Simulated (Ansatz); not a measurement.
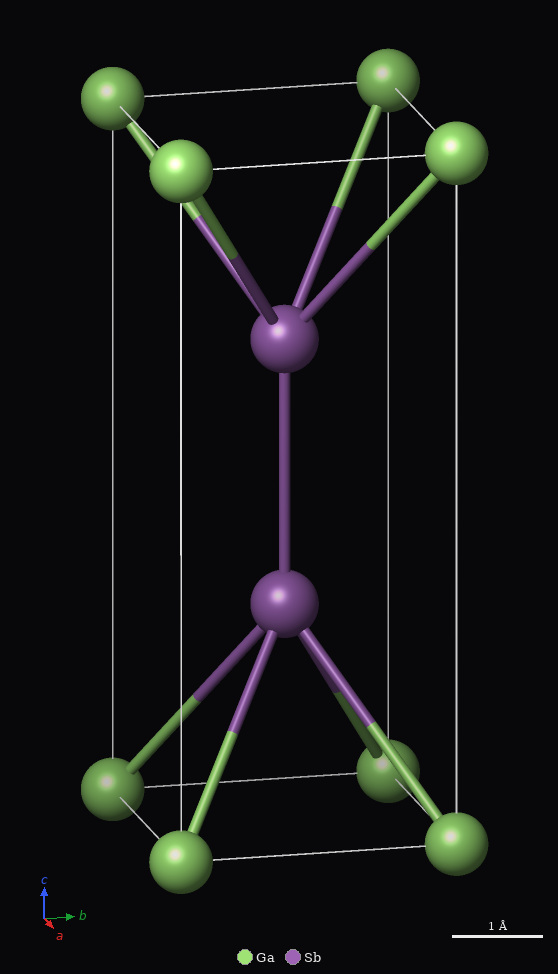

The figure gives a ball-and-stick picture of the atoms, viewed slightly off an axis. The conventional unit cell is drawn as a box. Cell: a = 3.17 Å, b = 3.17 Å, c = 7.99 Å, α = 90.00°, β = 90.00°, γ = 90.00°.

Origin of the cell: a structure type filled with these elements by a generator (whether the compound takes this form wasn't checked). Earlier steps of the study may have refined or changed the cell and positions. Ansatz was used for an electronic-structure calculation on it.

Q: What is this?

A: It has the composition GaSb₂. It is primitive tetragonal, space group P4/mmm (No. 123). Atoms per cell: 3 (1 Ga, 2 Sb). Counting atoms within bonding range gives coordination numbers of Ga 8 and Sb 9.

Method used: DFT PBE, scalar-relativistic, plane waves, PAW (Ansatz). It ran with a 420 eV plane-wave basis, a 14×14×8 k-point grid, Gaussian smearing of 0.1 eV, no spin polarisation.

Q: Does it come out as a metal, or with a gap?

A: A metal: bands cross the Fermi level.

Q: Estimate the Bader charges.

A: Ga +0.16 e; Sb -0.08 e.

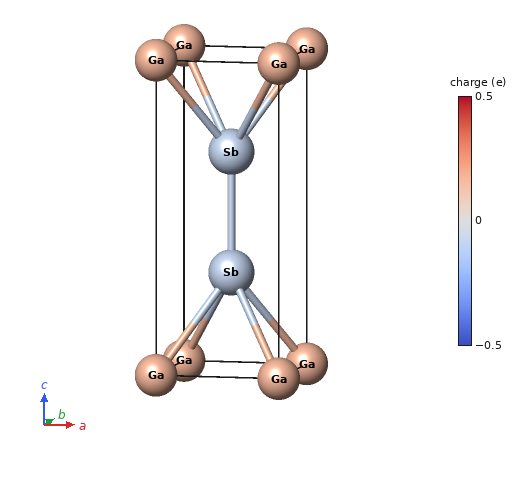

The atoms coloured by those charges. The run's cell of 3 atoms is drawn.

Q: Are forces and stress small enough to call this relaxed?

A: Yes. All forces vanish to within 0.01 eV/Å. The pressure is 0.0 GPa, close to zero.
